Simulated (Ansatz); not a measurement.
The calculation's input:

```
crystal:
  lattice:
    - [2.8270770242, 0.0, 0.0]
    - [-1.4135385121, 2.4483205214, 0.0]
    - [0.0, 0.0, 28.778989605]
  atoms:
    - { symbol: Al, position: [0.33333333, 0.66666666, 0.2606067865] }
    - { symbol: Al, position: [0.0, 0.0, 0.3404045243] }
    - { symbol: Al, position: [0.66666667, 0.33333334, 0.4202022622] }
    - { symbol: Al, position: [0.0, 0.0, 0.5] }
    - { symbol: Al, position: [0.33333333, 0.66666666, 0.5797977378] }
    - { symbol: Al, position: [0.0, 0.0, 0.6595954757] }
    - { symbol: Al, position: [0.66666667, 0.33333334, 0.7393932135] }
  periodic: [true, true, false]
hamiltonian:
  xc: pbe
  pseudopotentials: { kind: paw }
kpoints:
  mp_grid: { grid: [11, 11, 1] }
scf:
  occupations: { method: fermi_dirac, width: 0.05 }
output:
  forces: true
  eigenvalues: true
  write_density: true
  write_potential: true
  elf: true
  volumetric_format: npy
```

Command:

```sh
ansatz run input.yaml --threads 4 --pin off --max-ram 11264MiB --backend cpu --events-out ev --progress --plain --runs-dir out
```

The calculation used Kohn-Sham DFT of a periodic cell, PBE, Ansatz PAW (Ansatz 0.2.0).

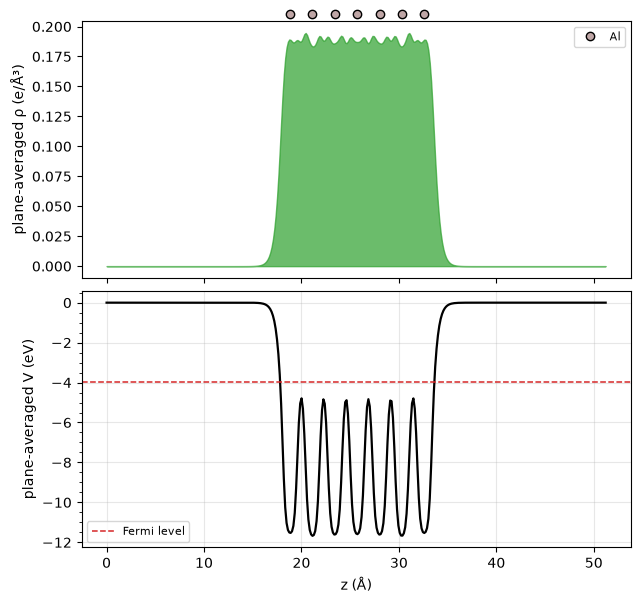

Al (slab). Plane average of the electrostatic potential energy of an electron and of the valence charge density (pseudo) across the slab. Circles mark the heights of the atoms.

Core electrons are frozen (PAW), and the valence fields are smoothed inside the atomic spheres.

### How far below the vacuum level is the Fermi level?

The potential is flat in the vacuum, 3.99 eV above the Fermi level; this is the work function, the same on both faces.

### What are the slab's thickness and the vacuum gap?

The outermost nuclei are 13.8 Å apart, in 7 atomic planes; the vacuum between periodic images is 37.6 Å wide.
